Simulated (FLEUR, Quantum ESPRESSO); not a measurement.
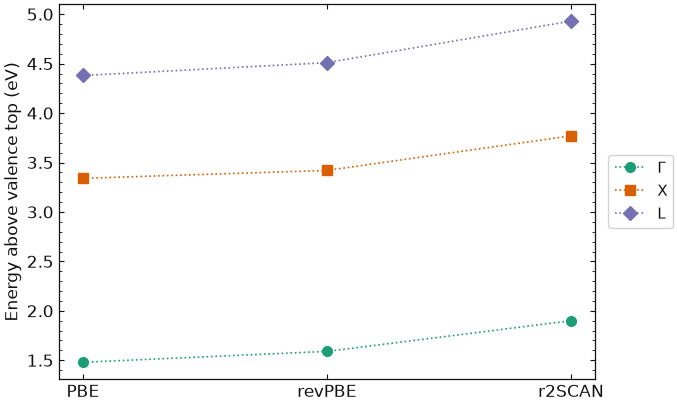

Lowest conduction level at each named k point, counted from the valence-band top at Γ, by several methods on one cell of zincblende GaN, space group F-43m, 2 atoms in the primitive cell; cubic a = 4.566 Å. All runs are without spin-orbit coupling and carry no moments.

| method | program | Γ (eV) | X (eV) | L (eV) |
| --- | --- | --- | --- | --- |
| PBE | FLEUR | 1.48 | 3.34 | 4.38 |
| revPBE | Quantum ESPRESSO | 1.59 | 3.42 | 4.51 |
| r2SCAN | FLEUR | 1.90 | 3.77 | 4.93 |

Question: One method is left out: SCAN. Predict its row. It was run as: SCAN, all-electron, 10×10×10 k mesh, Fermi-Dirac smearing of 0.05 eV (FLEUR MaX-R8.1 (later development tree)).

Answer: A meta-GGA of this kind opens the gap over the LDA and GGA values shown, the highest of which is 1.59 eV (revPBE) at Γ. SCAN gives 1.81 eV at Γ, 3.75 eV at X and 4.84 eV at L, which is +0.33 eV from PBE at Γ.

Question: Does SCAN shift these levels rigidly from PBE?

Answer: The shifts are +0.33 eV at Γ, +0.41 eV at X and +0.46 eV at L: a spread of 0.13 eV on a mean of 0.40 eV, so one shift describes them only roughly.

Question: How do the methods rank at Γ?

Answer: From low to high: PBE 1.48, revPBE 1.59, SCAN 1.81, r2SCAN 1.90 eV.

Settings. PBE: all-electron, 10×10×10 k mesh, Fermi-Dirac smearing of 0.05 eV (FLEUR). revPBE: revPBE with D3 dispersion, PseudoDojo 0.4.1 SR PBE standard, 10×10×10 k mesh, 1143 eV cutoff, Fermi-Dirac smearing of 0.05 eV (Quantum ESPRESSO 7.5). r2SCAN: all-electron, 10×10×10 k mesh, Fermi-Dirac smearing of 0.05 eV (FLEUR).

These are four of the 11 methods that were run on this cell. Runs that lie over 0.07 eV from the median of the programs for their method weren't drawn. The runs come from different programs, which adds differences of its own. LDA, GGA and most meta-GGA functionals understate gaps. The usual form of GaN is wurtzite. SCAN and r2SCAN: the meta-GGA is that of a development version, with a GGA for the radial functions and cores and without core tails. revPBE: the potentials were made for another functional.
